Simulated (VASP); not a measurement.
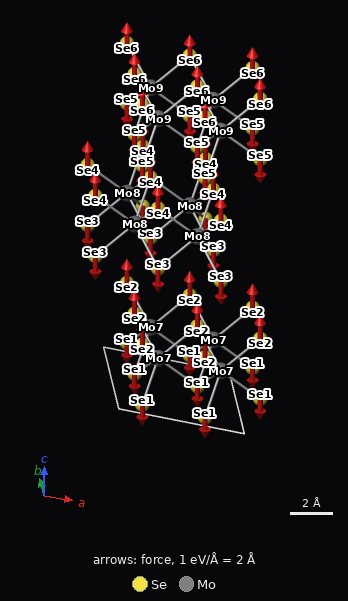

Starting geometry of a slab of composition MoSe$_{2}$ with the computed forces as red arrows. The picture is a ball-and-stick view of the 2 × 2 repeat of the cell, outlined in the plane, without the vacuum, seen from a free direction.

The run lets cell and atoms move.

The calculation used Kohn-Sham DFT of a periodic cell, LDA, VASP PAW LDA potentials, recommended (VASP 6.6.1).

Input
```
SYSTEM = MoSe2
ALGO     = Normal         ! electronic algorithm
EDIFF    = 1E-6           ! SCF threshold, eV
EDIFFG   = -0.01          ! ionic threshold
ENCUT    = 600            ! plane-wave cutoff, eV
IBRION   = 2              ! ionic algorithm
ISIF     = 3              ! what is computed and relaxed
ISMEAR   = 0              ! smearing method
KPAR     = 4            
LASPH    = .TRUE.         ! aspherical terms in the spheres
LATTICE_CONSTRAINTS= .TRUE. .TRUE. .FALSE.
LCHARG   = .FALSE.        ! write CHGCAR
LREAL    = .FALSE.        ! projectors in reciprocal space
LWAVE    = .FALSE.        ! write WAVECAR
NELM     = 80             ! most SCF steps
NSW      = 90             ! ionic steps
PREC     = Accurate       ! precision mode
SIGMA    = 0.03           ! smearing width, eV
```

Launched with:
```bash
cat potpaw_LDA.64/Se/POTCAR potpaw_LDA.64/Mo_sv/POTCAR > POTCAR
mpirun -np 4 vasp_std > vasp.out
```

Is this structure relaxed? If not, where do the atoms go?

It isn't relaxed: the largest force vector, on Se atoms, is 0.66 eV/Å. The final displacements follow the starting forces only in part (cosine between the two patterns 0.68). After 33 geometry steps the energy has fallen by 0.104 eV per cell of the calculation. Largest force component: 0.66 eV/Å at the start, 0.007 eV/Å at the end. The largest moves, 0.10 Å, are those of Se2 and Se5. Se2 goes along the normal (+c). Largest moves by element: Se 0.10 Å, Mo 0.05 Å. In the plane the drawn cell goes a 6.576 → 6.497 Å (−1.2 %), b 6.576 → 6.497 Å (−1.2 %). Among the contacts that change: Se2–Mo7 2.491 → 2.506 Å, Se1–Mo7 2.491 → 2.504 Å. Among the angles between lasting bonds that change: Se3–Mo8–Se4 80.7° → 83.1°.
